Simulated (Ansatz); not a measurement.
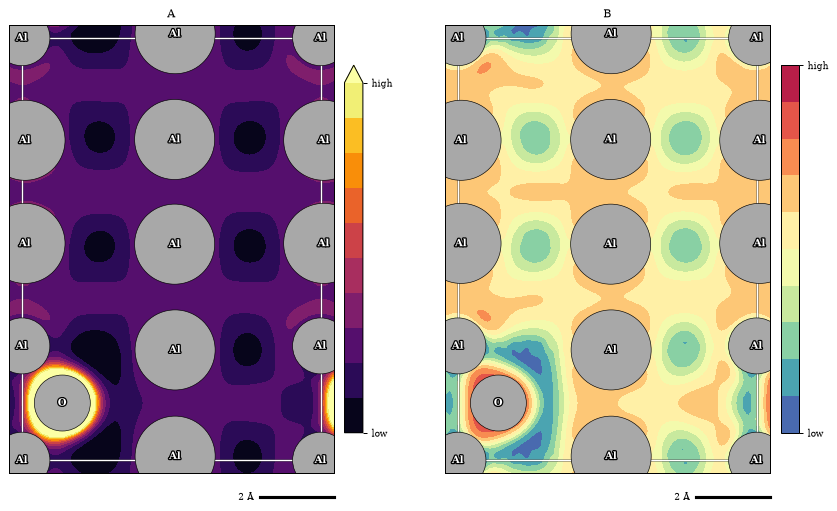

Al32O (cell with a defect): 2 fields on the (011̄) plane of the calculation cell, with unlabelled colour scales. Grey discs cover the atomic cores.

PAW files of the earlier set (soft_1).

Level of theory: DFT PBE-D3(BJ), scalar-relativistic, plane waves, PAW in Ansatz 0.2.0.

> The panels show electron localisation function and valence pseudo-density in some order. Assign them.

Panel A: valence pseudo-density. Panel B: electron localisation function. From the grid: Al–O (1.90 Å): ρ is about 0.58 e/Å³ halfway; the ELF peaks at about 0.85 in the valence shell of O, 0.7 Å from its nucleus, and is about 0.80 at the midpoint.
